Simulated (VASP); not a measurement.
Run report: SnO₂, single-point calculation

- system: SnO₂ (3 atoms in the cell)
- method: DFT, PBE, plane waves, PAW (VASP 6.6.1)

The structure was built on a prototype by a generator. The geometry comes from this level: r2SCAN (a point of a series of strains). It belongs to a series of runs on one base structure; here: uniaxial_x strain -5.1%.

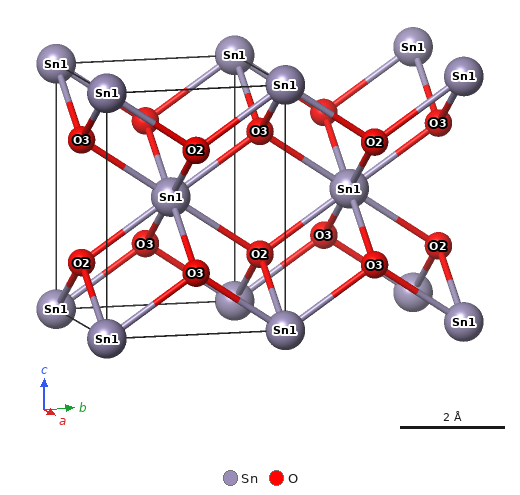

Figure 1. The structure as given in the input (ball-and-stick view of the cell 2 times as large as that of the calculation, set on its symmetry axes, repeated 1 × 2 × 1, seen slightly off an axis; atoms are numbered from 1 in the order of the input).

### Key numbers

```tsv
quantity	value
outcome	converged
space group (tolerance 0.01 Å)	I4/mmm (139)
electrons treated	26
free energy	−17.6021 eV
Fermi energy	9.386 eV
band gap	0.43 eV
pressure	24.21 GPa
largest force (length of the vector)	under 0.001 eV/Å
hardware	1 CPU thread, shared host
wall time	40 s
peak memory	0.19 GiB
```

### INCAR
```
ENCUT = 520.000000
SIGMA = 0.020000
EDIFF = 1.00e-07
GGA = PE
PREC = Accurate
IBRION = -1
ISIF = 2
ISMEAR = -1
NBANDS = 20
NELM = 120
NSW = 0
LASPH = .TRUE.
LCHARG = .FALSE.
LWAVE = .FALSE.
LREAL = .FALSE.
```

### KPOINTS
```
KPOINTS created by Atomic Simulation Environment
0
Gamma
8 8 8
0 0 0
```

### KPOINTS_OPT
```
special points
7
Reciprocal
0.0000000000 0.0000000000 0.0000000000 1
0.5000000000 0.0000000000 0.5000000000 1
0.6250000000 0.2500000000 0.6250000000 1
0.3750000000 0.3750000000 0.7500000000 1
0.5000000000 0.5000000000 0.5000000000 1
0.5000000000 0.2500000000 0.7500000000 1
0.2213540000 -0.5000000000 -0.2786460000 1
```

### POSCAR
```
Sn O
 1.0000000000000000
     0.0000000000000000    2.5334669715999998    2.5334669715999998
     2.4037534626000001    0.0000000000000000    2.5334669715999998
     2.4037534626000001    2.5334669715999998    0.0000000000000000
 Sn  O
   1   2
Cartesian
  0.0000000000000000  0.0000000000000000  0.0000000000000000
  1.2018767313000001  1.2667334857999999  1.2667334857999999
  3.6056301939000002  3.8002004573999999  3.8002004573999999
```

Launch command:
```bash
mpirun -np 1 vasp_std
```

### OSZICAR
```
N       E                     dE             d eps       ncg     rms          rms(c)
DAV:   1     0.241845029928E+03    0.24185E+03   -0.13609E+04  2584   0.207E+03
DAV:   2     0.404739636755E+01   -0.23780E+03   -0.22500E+03  2548   0.504E+02
DAV:   3    -0.202925558748E+02   -0.24340E+02   -0.24096E+02  2716   0.135E+02
DAV:   4    -0.209203956018E+02   -0.62784E+00   -0.62741E+00  2644   0.225E+01
DAV:   5    -0.209338230034E+02   -0.13427E-01   -0.13426E-01  3004   0.341E+00    0.114E+01
DAV:   6    -0.175896394613E+02    0.33442E+01   -0.10809E+01  3544   0.571E+01    0.410E+00
DAV:   7    -0.176173463063E+02   -0.27707E-01   -0.72350E-01  2592   0.610E+00    0.200E+00
DAV:   8    -0.176032312294E+02    0.14115E-01   -0.56325E-02  2764   0.280E+00    0.373E-01
DAV:   9    -0.176016591213E+02    0.15721E-02   -0.96770E-03  3420   0.181E+00    0.836E-02
DAV:  10    -0.176020950142E+02   -0.43589E-03   -0.11466E-03  2604   0.271E-01    0.230E-02
DAV:  11    -0.176021165262E+02   -0.21512E-04   -0.33226E-05  2720   0.472E-02    0.111E-02
DAV:  12    -0.176021174238E+02   -0.89762E-06   -0.52317E-06  2608   0.286E-02    0.273E-03
DAV:  13    -0.176021175988E+02   -0.17501E-06   -0.25381E-07  2712   0.428E-03    0.150E-03
DAV:  14    -0.176021176561E+02   -0.57250E-07   -0.32584E-08  2124   0.274E-03
   1 F= -.17602118E+02 E0= -.17602118E+02  d E =-.101022E-06
       N       E                     dE             ncg
DAV:   1     0.306866492032E+04   -0.48598E+04      316
DAV:   2     0.145471964574E+04   -0.16139E+04      292
DAV:   3     0.129073862832E+04   -0.16398E+03      324
DAV:   4     0.128647570359E+04   -0.42629E+01      320
DAV:   5     0.128638626676E+04   -0.89437E-01      364
DAV:   6     0.128638395116E+04   -0.23156E-02      352
DAV:   7     0.128638387791E+04   -0.73252E-04      392
DAV:   8     0.128638387661E+04   -0.13012E-05      296
DAV:   9     0.128638387653E+04   -0.78153E-07      208
```

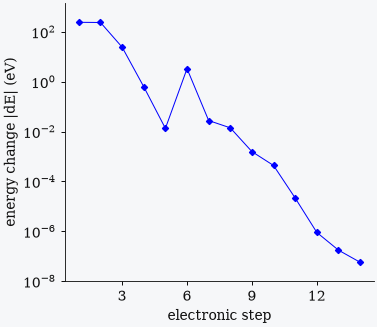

Figure 2. Convergence of the self-consistent field: energy change |dE| against the electronic step. It takes 14 electronic steps. The density is held fixed in the first few steps, and dE rises again when its update begins.

### Parts of OUTCAR
```
k-points           NKPTS =     59   k-points in BZ     NKDIM =     59   number of bands    NBANDS=     20

   NELECT =      26.0000    total number of electrons

   dimension x,y,z NGX =    28 NGY =   28 NGZ =   28
   dimension x,y,z NGXF=    56 NGYF=   56 NGZF=   56

  energy-cutoff  :      520.00
  volume of cell :       30.86
      direct lattice vectors                 reciprocal lattice vectors
     0.000000000  2.533466972  2.533466972    -0.208008021  0.197358010  0.197358010
     2.403753463  0.000000000  2.533466972     0.208008021 -0.197358010  0.197358010
     2.403753463  2.533466972  0.000000000     0.208008021  0.197358010 -0.197358010

 k-points in reciprocal lattice and weights: KPOINTS created by Atomic Simulation Env
   0.00000000  0.00000000  0.00000000       0.002
   0.12500000  0.00000000  0.00000000       0.016
   0.25000000  0.00000000  0.00000000       0.016
   0.37500000 -0.00000000 -0.00000000       0.016
   0.50000000  0.00000000  0.00000000       0.008
   0.12500000  0.12500000  0.00000000       0.008
   0.25000000  0.12500000  0.00000000       0.031
   0.37500000  0.12500000  0.00000000       0.031
   0.50000000  0.12500000 -0.00000000       0.031
  -0.37500000  0.12500000  0.00000000       0.031
  -0.25000000  0.12500000  0.00000000       0.031
  -0.12500000  0.12500000  0.00000000       0.016
   0.25000000  0.25000000  0.00000000       0.008
   0.37500000  0.25000000  0.00000000       0.031
   0.50000000  0.25000000  0.00000000       0.031
  -0.37500000  0.25000000  0.00000000       0.031
  -0.25000000  0.25000000  0.00000000       0.016
   0.37500000  0.37500000  0.00000000       0.008
   0.50000000  0.37500000  0.00000000       0.031
  -0.37500000  0.37500000  0.00000000       0.016
   0.50000000  0.50000000  0.00000000       0.004
   0.00000000  0.12500000  0.12500000       0.004
   0.25000000  0.12500000  0.12500000       0.008
   0.37500000  0.12500000  0.12500000       0.016
   0.50000000  0.12500000  0.12500000       0.016
  -0.37500000  0.12500000  0.12500000       0.016
  -0.25000000  0.12500000  0.12500000       0.016
  -0.12500000  0.12500000  0.12500000       0.016
   0.37500000  0.25000000  0.12500000       0.016
   0.50000000  0.25000000  0.12500000       0.031
  -0.37500000  0.25000000  0.12500000       0.031
  -0.25000000  0.25000000  0.12500000       0.031
  -0.12500000  0.25000000  0.12500000       0.016
   0.25000000  0.37500000  0.12500000       0.016
   0.50000000  0.37500000  0.12500000       0.016
  -0.37500000  0.37500000  0.12500000       0.031
  -0.25000000  0.37500000  0.12500000       0.016
   0.25000000  0.50000000  0.12500000       0.031
   0.37500000  0.50000000  0.12500000       0.016
  -0.37500000  0.50000000  0.12500000       0.008
   0.25000000 -0.37500000  0.12500000       0.016
   0.37500000 -0.37500000  0.12500000       0.031
   0.50000000 -0.37500000  0.12500000       0.008
   0.37500000 -0.25000000  0.12500000       0.016
   0.00000000  0.25000000  0.25000000       0.004
   0.50000000  0.25000000  0.25000000       0.008
  -0.37500000  0.25000000  0.25000000       0.016
  -0.25000000  0.25000000  0.25000000       0.016
  -0.12500000  0.25000000  0.25000000       0.016
  -0.37500000  0.37500000  0.25000000       0.016
  -0.25000000  0.37500000  0.25000000       0.031
  -0.12500000  0.37500000  0.25000000       0.016
  -0.25000000  0.50000000  0.25000000       0.008
   0.50000000 -0.25000000  0.25000000       0.004
   0.00000000  0.37500000  0.37500000       0.004
  -0.25000000  0.37500000  0.37500000       0.008
  -0.12500000  0.37500000  0.37500000       0.016
  -0.12500000  0.50000000  0.37500000       0.008
   0.00000000  0.50000000  0.50000000       0.002

 E-fermi :   9.3862

 k-point     1 :       0.0000    0.0000    0.0000
  band No.  band energies     occupation
      1     -11.7662      2.00000
      2     -11.7662      2.00000
      3     -11.7067      2.00000
      4     -11.5925      2.00000
      5     -11.5344      2.00000
      6     -11.3691      2.00000
      7      -7.0136      2.00000
      8       5.5591      2.00000
      9       5.8476      2.00000
     10       5.8476      2.00000
     11       7.0159      2.00000
     12       7.0159      2.00000
     13       7.9970      2.00000
     14       9.5829      0.00011
     15      15.9475      0.00000
     16      16.2481      0.00000
     17      16.2481      0.00000
     18      22.6993      0.00000
     19      23.7186      0.00000
     20      25.2999      0.00000

 k-point     2 :       0.1250    0.0000    0.0000
  band No.  band energies     occupation
      1     -11.8447      2.00000
      2     -11.7503      2.00000
      3     -11.7087      2.00000
      4     -11.5740      2.00000
      5     -11.5336      2.00000
      6     -11.1975      2.00000
      7      -6.9861      2.00000
      8       5.1247      2.00000
      9       5.6222      2.00000
     10       5.7119      2.00000
     11       6.4005      2.00000
     12       6.9350      2.00000
     13       7.6640      2.00000
     14      10.8262      0.00000
     15      15.9369      0.00000
     16      16.5346      0.00000
     17      16.6751      0.00000
     18      23.8184      0.00000
     19      23.8349      0.00000
     20      25.3345      0.00000

 k-point     3 :       0.2500    0.0000    0.0000
  band No.  band energies     occupation
      1     -12.0835      2.00000
      2     -11.7198      2.00000
      3     -11.6845      2.00000
      4     -11.5575      2.00000
      5     -11.5228      2.00000
      6     -10.6157      2.00000
      7      -7.0711      2.00000
      8       3.9273      2.00000
      9       5.4051      2.00000
     10       5.4507      2.00000
     11       5.6195      2.00000
     12       6.7426      2.00000
     13       7.2490      2.00000
     14      12.5690      0.00000
     15      16.0685      0.00000
     16      17.6382      0.00000
     17      17.7936      0.00000
     18      24.0810      0.00000
     19      25.3048      0.00000
     20      25.7158      0.00000

 k-point     4 :       0.3750   -0.0000   -0.0000
  band No.  band energies     occupation
      1     -12.3069      2.00000
      2     -11.7032      2.00000
      3     -11.6725      2.00000
      4     -11.5340      2.00000
      5     -11.4973      2.00000
      6      -9.7345      2.00000
      7      -7.5286      2.00000
      8       3.0917      2.00000
      9       4.9093      2.00000
     10       5.1208      2.00000
     11       5.4262      2.00000
     12       6.5564      2.00000
     13       6.8530      2.00000
     14      13.7863      0.00000
     15      16.6419      0.00000
     16      19.0486      0.00000
     17      19.1310      0.00000
     18      24.3446      0.00000
     19      25.0792      0.00000
     20      25.5094      0.00000

 k-point     5 :       0.5000    0.0000    0.0000
  band No.  band energies     occupation
      1     -12.3940      2.00000
      2     -11.7002      2.00000
      3     -11.6719      2.00000
      4     -11.5202      2.00000
      5     -11.4825      2.00000
      6      -9.0385      2.00000
      7      -8.0782      2.00000
      8       2.8399      2.00000
      9       4.6433      2.00000
     10       5.0081      2.00000
     11       5.4081      2.00000
     12       6.4813      2.00000
     13       6.6810      2.00000
     14      14.2189      0.00000
     15      16.9840      0.00000
     16      19.8080      0.00000
     17      19.8149      0.00000
     18      24.4227      0.00000
     19      24.7776      0.00000
     20      25.0708      0.00000

 [... the levels of 53 k-points are left out ...]

 k-point    59 :       0.0000    0.5000    0.5000
  band No.  band energies     occupation
      1     -12.5218      2.00000
      2     -11.6732      2.00000
      3     -11.5433      2.00000
      4     -11.5432      2.00000
      5     -11.4646      2.00000
      6      -9.1919      2.00000
      7      -6.8262      2.00000
      8       0.3223      2.00000
      9       2.7363      2.00000
     10       2.7363      2.00000
     11       8.5036      2.00000
     12       8.5036      2.00000
     13       9.1141      2.00000
     14      11.8165      0.00000
     15      16.1957      0.00000
     16      19.2052      0.00000
     17      21.9124      0.00000
     18      21.9124      0.00000
     19      25.8238      0.00000
     20      28.1690      0.00000

  Total        8.0655758      2.9598010      2.9598010      0.0000000      0.0000000     -0.0000000
  in kB      418.7892691    153.6818844    153.6818844      0.0000000      0.0000000     -0.0000000
  external PRESSURE =     242.0510126 kB  Pullay stress =       0.0000000 kB

 POSITION                                       TOTAL-FORCE (eV/Angst)
 -----------------------------------------------------------------------------------
      0.00000      0.00000      0.00000         0.000000     -0.000000      0.000000
      1.20188      1.26673      1.26673         0.000000      0.000000      0.000000
      3.60563      3.80020      3.80020         0.000000     -0.000000     -0.000000
 -----------------------------------------------------------------------------------
    total drift:                               -0.000000     -0.000000      0.000000

  FREE ENERGIE OF THE ION-ELECTRON SYSTEM (eV)
  ---------------------------------------------------
  free  energy   TOTEN  =       -17.6021176561 eV

  energy  without entropy=      -17.6021175551  energy(sigma->0) =      -17.60211761
```
